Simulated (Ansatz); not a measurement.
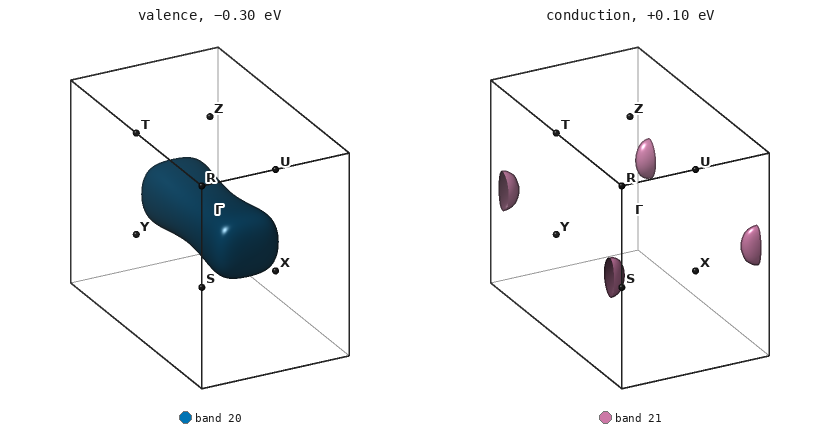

SnO in space group Pmn2_1: constant-energy surfaces at both band edges (energies from each edge).

Computed with DFT PBE, scalar-relativistic, plane waves, PAW; levels and slopes on a dense k mesh at the converged density (Ansatz 0.2.0). No spin polarisation. k mesh for the levels: 24×14×18. The geometry was not relaxed. The cell comes from a database of computed structures, not from a measurement.

Masses come from a second pass at points close to the extrema; at the energies drawn a band may no longer be parabolic.

What kind of gap has this crystal, and what size does the calculation give?

Answer. The gap is indirect, 1.36 eV at this level of theory (semilocal functionals give gaps that are too small, and can reorder valleys that lie close).

Give the valleys and their effective masses.

Answer. Valence band (extrema up to 0.30 eV from the edge): two equivalent maxima on the Γ–X line, flat along one line in k (constant-energy surfaces there are tubes), with masses 0.48 and 0.61 mₑ across. Band 20 forms the valence edge. The surfaces also take in Γ, where this band lies 0.01 eV below its edge, so they needn't be separate pockets.
Conduction band (extrema up to 0.10 eV from the edge): two equivalent minima on the S–Y line, principal masses 0.20, 0.48 and 0.78 mₑ. Band 21 forms the conduction edge.

Spin-orbit coupling, left out here, can change the gap, its kind, the place of the band edges and the masses, since the compound holds Sn.
